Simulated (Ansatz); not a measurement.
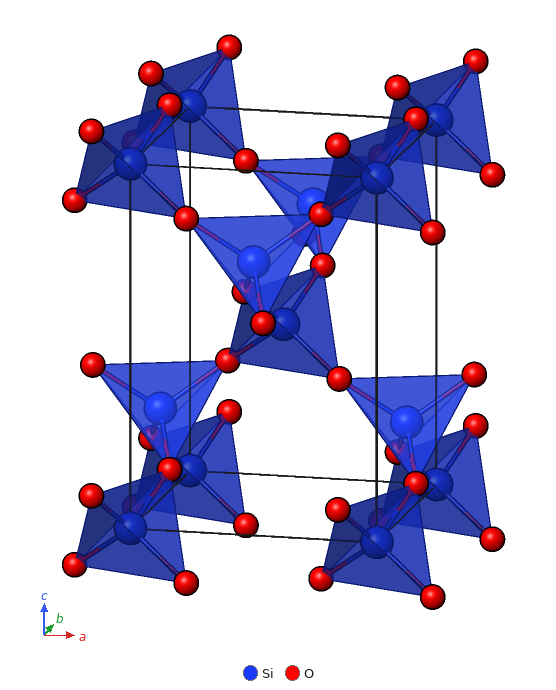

Polyhedral drawing of the structure, looking slightly off an axis. The lines enclose the conventional unit cell; boundary atoms appear with their images. A few atoms beyond the faces are included.

SiO2, space group I-42d (No. 122), a = 4.946 Å, b = 4.946 Å, c = 7.314 Å, α = 90.00°, β = 90.00°, γ = 90.00°. The initial geometry was a structure listed in the Materials Project. Earlier steps of the study, as a rule a relaxation of our own, may have changed the cell and positions, so they can lie some per cent off the listed ones. It was the input of a calculation with Ansatz.

This one geometry was computed with Ansatz (DFT, plane waves, PAW) at four levels of theory: HSE06, PBE0, r2SCAN and PBE. It was relaxed beforehand with r2SCAN.

> Which level gives the highest pressure at this volume, and what does that say about its equilibrium volume?

Highest: PBE (4.4 GPa), which points to the largest equilibrium volume. Lowest, with the smallest volume: HSE06 (0.0 GPa), PBE0 (-0.1 GPa) and r2SCAN (0.0 GPa). Levels within 0.5 GPa of each other can't be told apart.

> How does the band gap change with the level of theory?

PBE: a gap of 5.93 eV, direct; r2SCAN: a gap of 6.56 eV, direct; HSE06: a gap of 7.72 eV, direct; PBE0: a gap of 8.49 eV, direct.

> Collect the results in a table.

| level | cutoff (eV) | k-mesh of the run's cell | gap (eV) | pressure (GPa) |
| --- | --- | --- | --- | --- |
| HSE06 | 420 | 4×4×4 | 7.72 | 0.0 |
| PBE0 | 420 | 4×4×4 | 8.49 | -0.1 |
| r2SCAN | 500 | 8×8×8 | 6.56 | 0.0 |
| PBE | 420 | 8×8×8 | 5.93 | 4.4 |

Gaps are taken on the k-mesh or band path of each run.
